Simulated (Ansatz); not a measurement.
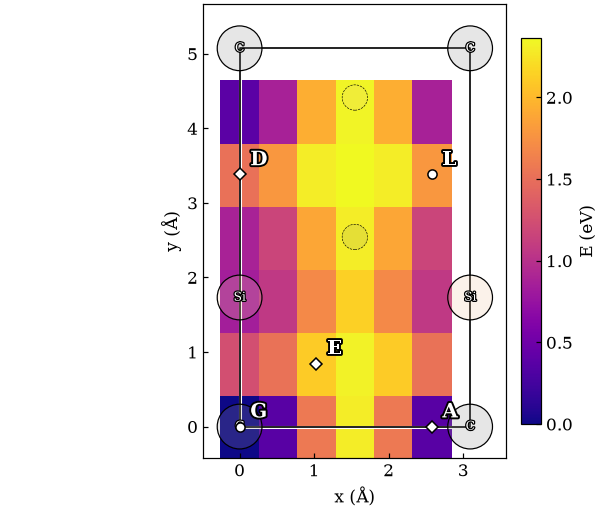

H on a SiC(100) slab cut from the P6_3mc phase, its upper half relaxed before the scan (8 atoms of substrate and one adsorbate in a 1 × 1 cell). H is moved over the surface cell; relaxed at each place: the height of the adsorbate's atoms; substrate rigid; the origin of the map has the adsorbate above C8. Places are given modulo a cell vector. The map is drawn in real space over the plane of the surface. Grid: 6 × 6 points; 24 points were computed and 12 follow by symmetry. Energies are in eV, from the lowest grid point. Energies and slopes of some neighbouring points disagree (a jump in structure or state, or too coarse a mesh). At some places the adsorbate sinks to or below the level of the top layer. The magnetic moment jumps between some neighbouring points. With one adsorbate in each 1 × 1 cell, its nearest image is 3.1 Å away, so neighbouring adsorbates interact. Level of theory: DFT PBE, scalar-relativistic, plane waves, PAW in Ansatz 0.2.0. Settings: cutoff 420 eV, k-mesh 9×5×1, gaussian smearing 0.05 eV, spin-polarised.

The picture shows one coloured cell a grid point, labelled circles for the atoms of the top layer and small ones for the second layer, the outline of one cell of the plane, lettered points.

> Is G the lowest point of the computed grid?

Yes. G, at the top site over a surface C atom, (0/6, 0/6) of the cell vectors, has the lowest energy of the grid.

> Rank the lettered points by energy, lowest first.

G (0.00 eV), A (0.36 eV), D (1.52 eV), L (1.78 eV), E (2.10 eV).

PAW datasets: the set soft_1.
